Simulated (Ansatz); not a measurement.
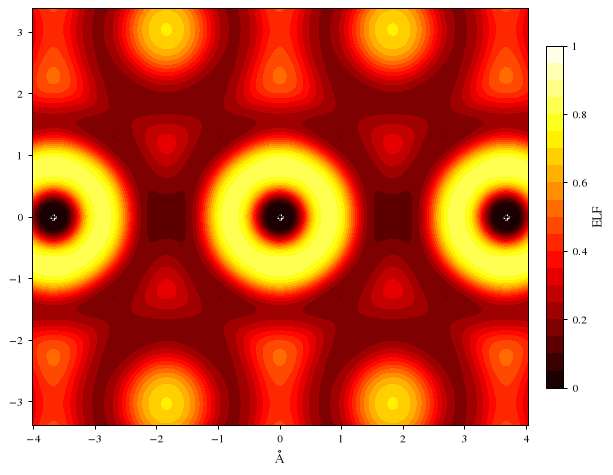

The electron localisation function on a plane through atoms (crosses mark nuclei in the plane).

Level of theory: Ansatz 0.2.0, DFT, LDA, PAW with Ansatz's default frozen-core files, scalar-relativistic.

Candidates:
A. C, a = 2.50 Å, b = 2.50 Å, c = 6.30 Å, α = 90.00°, β = 90.00°, γ = 120.00°. Space group R-3m; changed on purpose from its base cell (equal xy, yz and zx shear strains of +2 %, PAW files); computed pressure about −13 GPa in this cell.
B. BAs, a = 3.41 Å, b = 3.41 Å, c = 4.78 Å, α = 90.00°, β = 90.00°, γ = 90.00°. Space group I-4m2; changed on purpose from its base cell (equal xx and yy strain of +1 %, PAW files); computed pressure about −6 GPa in this cell.
C. La, a = 3.68 Å, b = 3.68 Å, c = 6.07 Å, α = 90.00°, β = 90.00°, γ = 120.00°. Space group P6₃/mmc; changed on purpose from its base cell (equal xx and yy strain of -2 %, PAW files); computed pressure about −2 GPa in this cell.

**Which system is this?**

Candidate C: La on the (100) plane of the conventional cell, which holds La. La–La (3.68 Å): the ELF is about 0.15 at the midpoint: no shared electron pair shows on this line.
